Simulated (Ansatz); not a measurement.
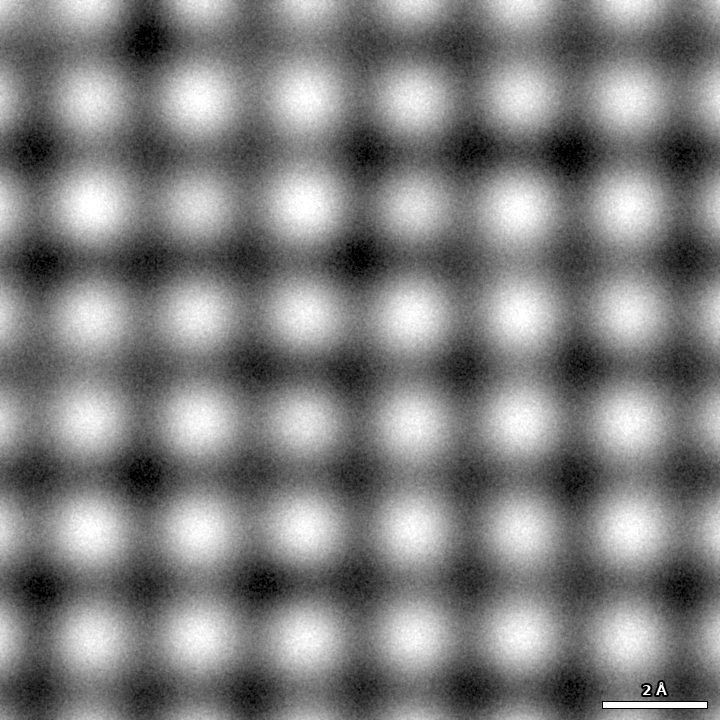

An image along [001] of one of the structures below (computed or model cells, partly hypothetical, each in its standard cell). Simulation: incoherent imaging, intensity Z^1.7 per atom, probe width 1.30 Å, thin sample. The probe carries 25 % of its weight in a tail 2.5 times as wide. The display is stretched by a gamma of 0.65; percentages refer to the linear signal. Shot noise and the speckle of an amorphous layer were added.

A. V
Space group Fm-3m (No. 225). a = 3.855 Å, b = 3.855 Å, c = 3.855 Å, α = 90.00°, β = 90.00°, γ = 90.00°
```
atom  site  symmetry       x       y       z
   V    4a      m-3m  0.0000  0.0000  0.0000
```

B. V
Space group Im-3m (No. 229). a = 2.958 Å, b = 2.958 Å, c = 2.958 Å, α = 90.00°, β = 90.00°, γ = 90.00°
```tsv
atom	site	symmetry	x	y	z
V	2a	m-3m	0.0000	0.0000	0.0000
```

C. V
Space group Pm-3m (No. 221). a = 2.425 Å, b = 2.425 Å, c = 2.425 Å, α = 90.00°, β = 90.00°, γ = 90.00°
```
atom  site  symmetry       x       y       z
   V    1a      m-3m  0.0000  0.0000  0.0000
```

D. V
Space group P6/mmm (No. 191). a = 4.453 Å, b = 4.453 Å, c = 2.387 Å, α = 90.00°, β = 90.00°, γ = 120.00°
```
atom  site  symmetry       x       y       z
   V    1a     6/mmm  0.0000  0.0000  0.0000
   V    2d      -6m2  0.3333  0.6667  0.5000
```

Question: Which structure was imaged?

Answer: B, V. Along [001] the projected cells are A 1.93 × 1.93 Å, 90°; B 2.09 × 2.09 Å, 90°; C 2.42 × 2.42 Å, 90°; D 2.57 × 2.57 Å, 120°. The image repeats as B does.

Structure B: the input geometry of a calculation.
